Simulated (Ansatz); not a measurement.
# AlO₂: what the fields show

```
Al O
1.0
     2.97632    0.00000    0.00000
     0.00000   10.80567    0.00000
     0.00000    0.00000    3.64661
Al O
4 8
Direct
  0.00000 0.66813 0.25000
  0.50000 0.16813 0.25000
  0.00000 0.33187 0.75000
  0.50000 0.83187 0.75000
  0.00000 0.29418 0.25000
  0.50000 0.79418 0.25000
  0.00000 0.70582 0.75000
  0.50000 0.20582 0.75000
  0.00000 0.06107 0.25000
  0.50000 0.56107 0.25000
  0.00000 0.93893 0.75000
  0.50000 0.43893 0.75000
```

Space group Cmcm; a structure from a database of computed crystals, not necessarily the ambient phase; computed pressure about −6 GPa in this cell; spin-polarised.

Theory: DFT r2SCAN, scalar-relativistic, plane waves, PAW in Ansatz.

The density is the valence pseudo-density of a PAW calculation; it isn't the true density close to the nuclei.

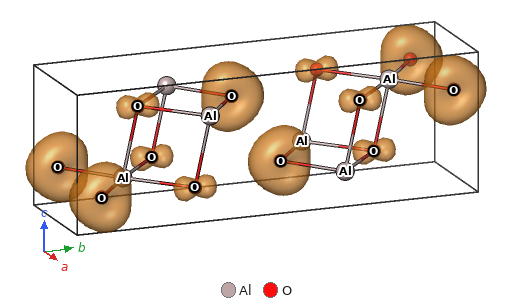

Figure 1. Isosurface of the magnetisation density (up minus down) at +0.1 e/Å³ (orange), seen slightly off an axis. Sticks mark near contacts.

Q: Where is the spin, and how is it ordered?

A: The spin density sits on O: +0.8 μB (×4) in one cell of 12 atoms: parallel main moments (a ferromagnetic arrangement) in this solution. The cell of the calculation (6 atoms) carries 2.0 μB of net spin moment.

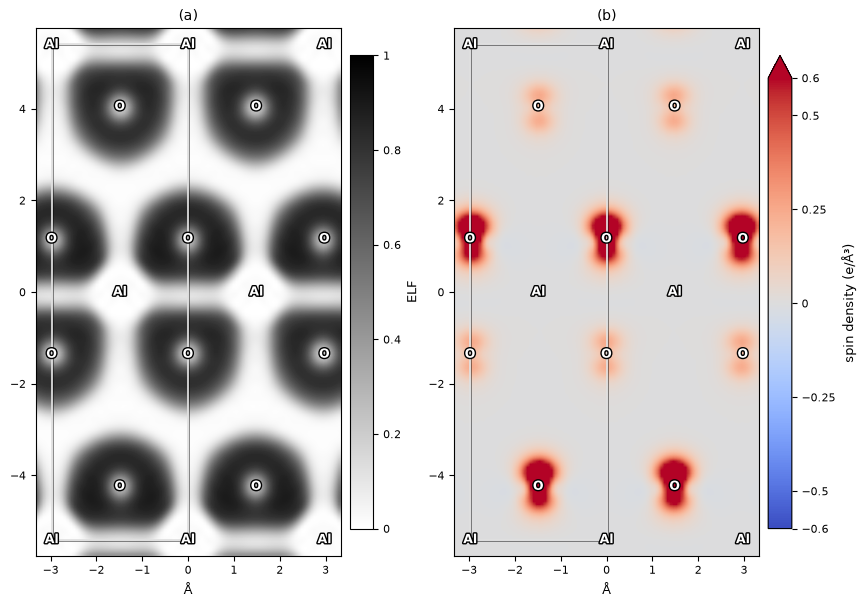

Figure 2. (a) electron localisation function; (b) spin density (up minus down) on the (001) plane of the conventional cell.

Q: Read the bonding off the picture.

A:
- Atoms in the plane: Al and O.
- Al–O (1.88 Å): the ELF peaks at about 0.90 in the valence shell of O, 0.7 Å from its nucleus, and is about 0.85 at the midpoint.
- Al–O (2.02 Å): the ELF peaks at about 0.85 in the valence shell of O, 0.7 Å from its nucleus, and is about 0.75 at the midpoint.
- The ELF also peaks beside O, away from the bonds: non-bonding electrons, paired or unpaired.

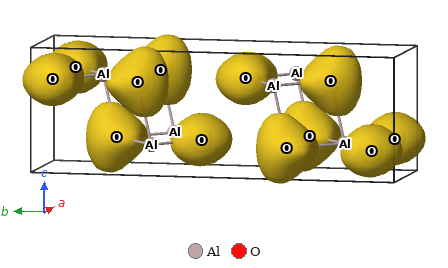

Figure 3. Isosurface of the ELF at 0.7 (yellow), seen at an oblique angle. Core shells and regions of very low density are left out. Sticks mark near contacts.

Q: Describe the localisation domains.

A: At this value the surface marks out eight regions on O in which the atom's valence shell and bonds are merged, counted in one cell of 12 atoms. Any copies at cell faces, edges or corners count once. Along the contacts the grid gives the following. Al–O (1.87 Å): the ELF peaks at about 0.85 in the valence shell of O, 0.6 Å from its nucleus, and is about 0.85 at the midpoint.

Q: Does the calculation make it a metal, or give it a gap?

A: It is metallic or semimetallic at this level of theory: no gap opens.
